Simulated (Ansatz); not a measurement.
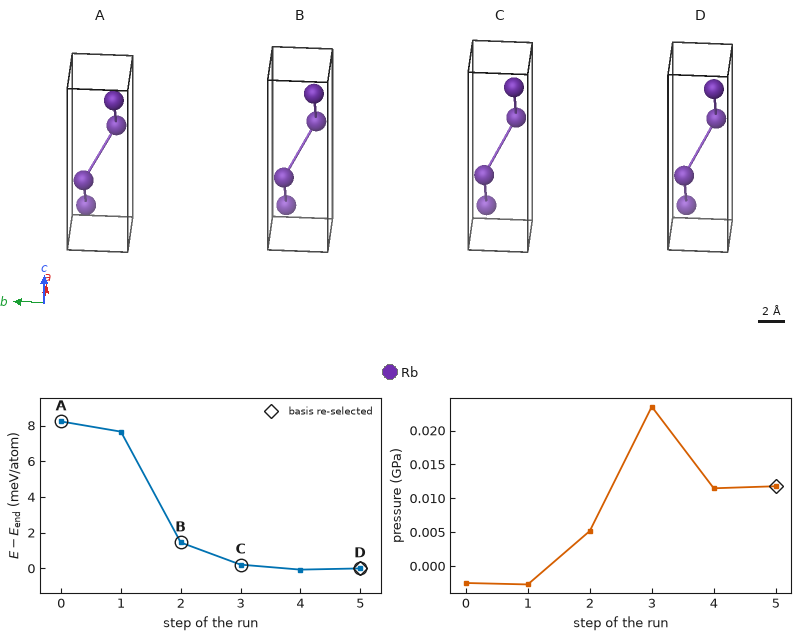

Frames of a relaxation of a crystal of Rb (set up in Pnma), marked on the history of the run. The picture is a ball-and-stick view of the cell of the calculation, seen from a free direction.

The calculation used DFT r2SCAN, scalar-relativistic, plane waves, PAW (Ansatz 0.2.0). Set-up: plane-wave cutoff 500 eV; k-point mesh 8 × 10 × 4; occupations gaussian; smearing width 0.1 eV; no spin polarisation; cell and atoms relaxed; force threshold 0.005 eV/Å; at most 80 steps.

Q: Describe the path.

A: Over 4 accepted moves (5 points after the start) the energy falls by 8.2 meV per atom. Largest force component: 0.0059 eV/Å at the start, 0.00025 eV/Å at the end. Pressure: 0.00 GPa at the start and 0.01 GPa at the end. At 1 point the geometry stayed and the basis and grid were re-selected for the new cell (energy shift of 0.1 meV per atom at most each time). The largest moves relative to the cell, 0.029 Å, are those of Rb atoms. Cell: a 5.405 → 4.982 Å (−7.8 %), b 4.810 → 4.747 Å (−1.3 %), c 14.969 → 16.275 Å (+8.7 %). Volume −1.1 %. Near-neighbour distances that change, for instance: Rb–Rb 5.405 → 4.982 Å, Rb–Rb 5.039 → 5.195 Å, Rb–Rb 4.777 → 4.922 Å, Rb–Rb 5.092 → 5.196 Å. The space group (tolerance 0.01 Å) goes from Pnma (No. 62) to Cmcm (No. 63). The run took 12 min on 1 thread of Arm Neoverse V1, on a shared host, peak memory 1.6 GiB. From step 0 to 2: Rb atoms move most (0.02 Å), volume −0.7 %, energy −6.8 meV per atom. From step 2 to 3: volume −1.0 %, energy −1.2 meV per atom. From step 3 to 5: volume +0.6 %, energy −0.2 meV per atom.

| step | E − E(0), meV/atom | largest force component, eV/Å | pressure, GPa | volume, Å³/atom | note |
| --- | --- | --- | --- | --- | --- |
| 0 | 0.00 | 0.0059 | 0.00 | 97.294 |  |
| 1 | -0.57 | 0.0053 | 0.00 | 97.271 |  |
| 2 | -6.78 | 0.0012 | 0.01 | 96.633 |  |
| 3 | -8.02 | 0.0012 | 0.02 | 95.694 |  |
| 4 | -8.29 | 0.0005 | 0.01 | 96.222 |  |
| 5 | -8.23 | 0.0003 | 0.01 | 96.222 | same geometry, new basis |
